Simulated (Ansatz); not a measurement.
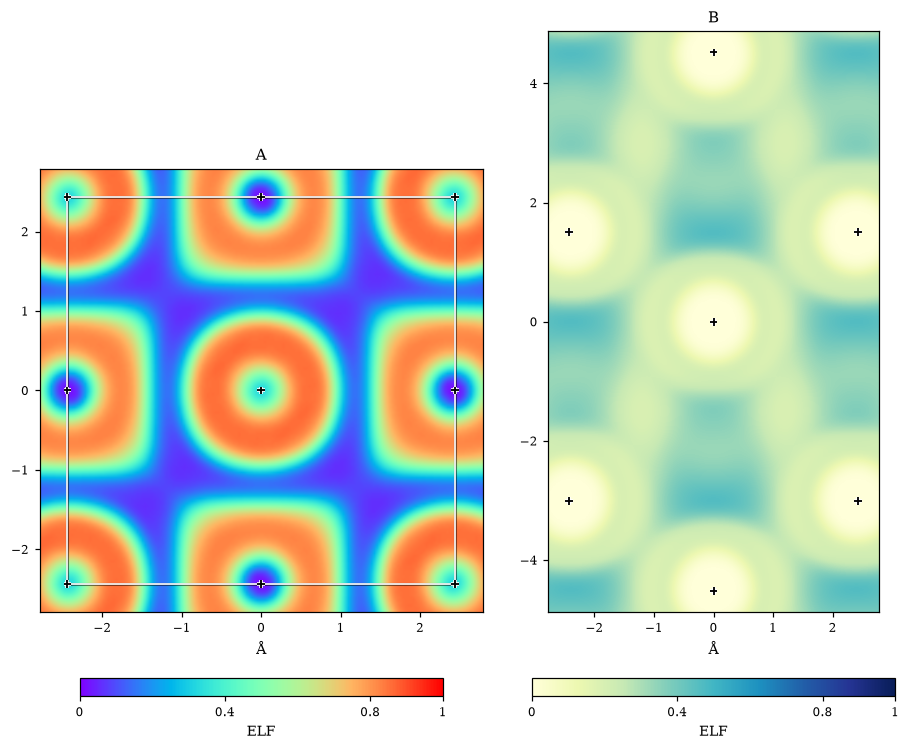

The electron localisation function of 2 systems, each on a plane through atoms (crosses mark nuclei in the plane).

Level of theory: DFT, PBE, PAW with Ansatz's default frozen-core files, scalar-relativistic (Ansatz).

System 1: YN, the (010) plane of the conventional cell. Space group Fm-3m; computed pressure about 3 GPa in this cell.

System 2: Zn, the (110) plane of the conventional cell. Space group P6₃/mmc; computed pressure about 5 GPa in this cell.

**Match each panel to its system.**

Panel A is system 1, YN: the plane holds Y and N. Y–N (2.44 Å): the ELF peaks at about 0.80 in the valence shell of N, 0.7 Å from its nucleus, and drops to about 0.15 between the two atoms: an ionic contact with no shared pair. Panel B is system 2, Zn: the plane holds Zn. Zn–Zn (2.85 Å): the ELF is about 0.25 at the midpoint: no shared electron pair shows on this line.
